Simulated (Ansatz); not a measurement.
AlCo4

```yaml
crystal:
  lattice:
    - [2.57867, 0.00000, 0.00000]
    - [-1.28934, 2.23320, 0.00000]
    - [0.00000, 0.00000, 29.92309]
  atoms:
    - { symbol: Al, position: [0.00000, 0.00000, 0.00000] }
    - { symbol: Al, position: [0.66667, 0.33333, 0.33333] }
    - { symbol: Al, position: [0.33333, 0.66667, 0.66667] }
    - { symbol: Co, position: [0.33333, 0.66667, 0.26552] }
    - { symbol: Co, position: [0.00000, 0.00000, 0.59886] }
    - { symbol: Co, position: [0.66667, 0.33333, 0.93219] }
    - { symbol: Co, position: [0.00000, 0.00000, 0.20032] }
    - { symbol: Co, position: [0.66667, 0.33333, 0.53365] }
    - { symbol: Co, position: [0.33333, 0.66667, 0.86699] }
    - { symbol: Co, position: [0.66667, 0.33333, 0.13301] }
    - { symbol: Co, position: [0.33333, 0.66667, 0.46635] }
    - { symbol: Co, position: [0.00000, 0.00000, 0.79968] }
    - { symbol: Co, position: [0.33333, 0.66667, 0.06781] }
    - { symbol: Co, position: [0.00000, 0.00000, 0.40114] }
    - { symbol: Co, position: [0.66667, 0.33333, 0.73448] }
```

Space group R-3m; a structure from a database of computed crystals, not necessarily the ambient phase; spin-polarised.

Method: Ansatz, DFT PBE, scalar-relativistic, plane waves, PAW.

In a PAW calculation such maps are meaningful between the atoms, not at the nuclei.

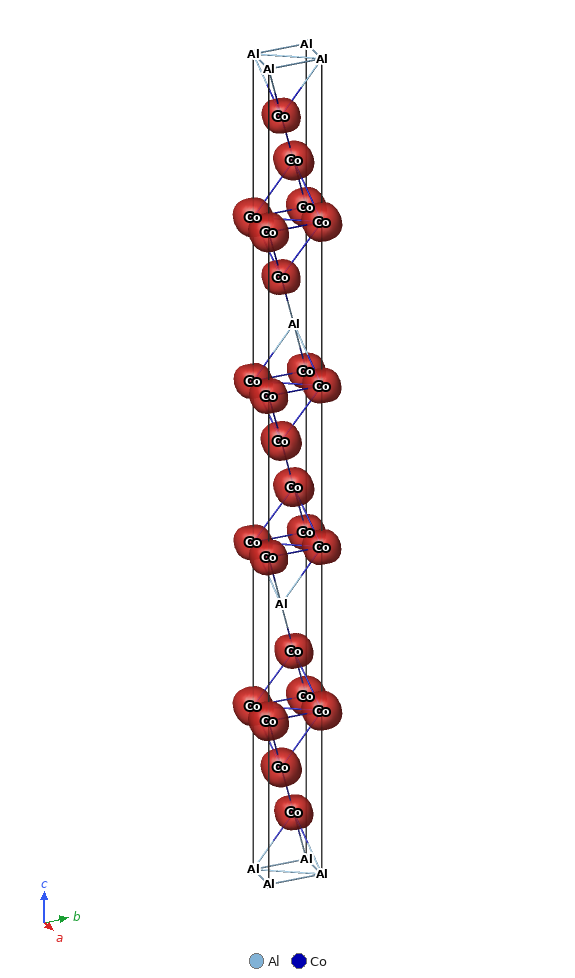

Figure 1. Isosurfaces of the spin density at +0.2 (red) and −0.2 e/Å³ (blue), seen slightly off an axis. Sticks mark near contacts.

Where is the spin, and how is it ordered?

Answer. The spin density sits on Co: +1.8 μB (×6) and +1.4 μB (×6) in one cell of 15 atoms, with smaller moments on Al (up to −0.05 μB): parallel moments (a ferromagnetic arrangement) in this solution. The cell of the calculation (5 atoms) carries 6.0 μB of net spin moment. Only one sign reaches the isovalue.

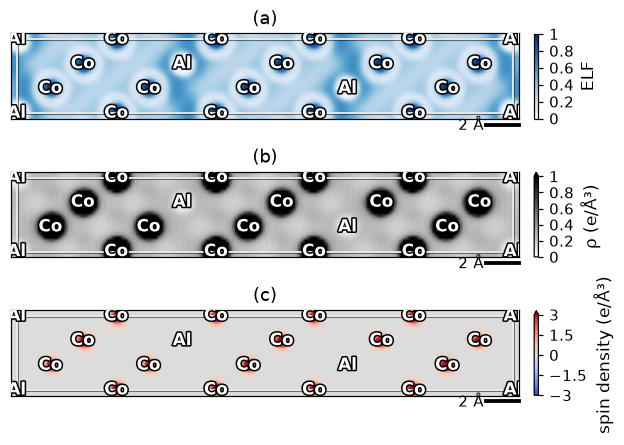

Figure 2. (a) ELF; (b) valence pseudo-density; (c) magnetisation density (up minus down) on the (110) plane of the conventional cell.

Read the bonding off the picture.

Answer. The section cuts through Al and Co sites.
Co–Co (2.45 Å): the density is about 0.35 e/Å³ at the midpoint; the ELF is about 0.25 at the midpoint: no shared electron pair shows on this line.
Al–Co (2.52 Å): the density is about 0.31 e/Å³ at the midpoint; the ELF is about 0.40 at the midpoint.
Co–Co (2.50 Å): ρ is about 0.33 e/Å³ halfway; the ELF is about 0.25 at the midpoint; no shared electron pair shows on this line.
Between the atoms the lowest density in this plane is 0.17 e/Å³.
The features right at Co lie inside the PAW spheres, where the map follows smoothed inner orbitals and isn't to be read closely.

Does the calculation give a band gap?

Answer. It is gapless in this calculation (a metal or semimetal).
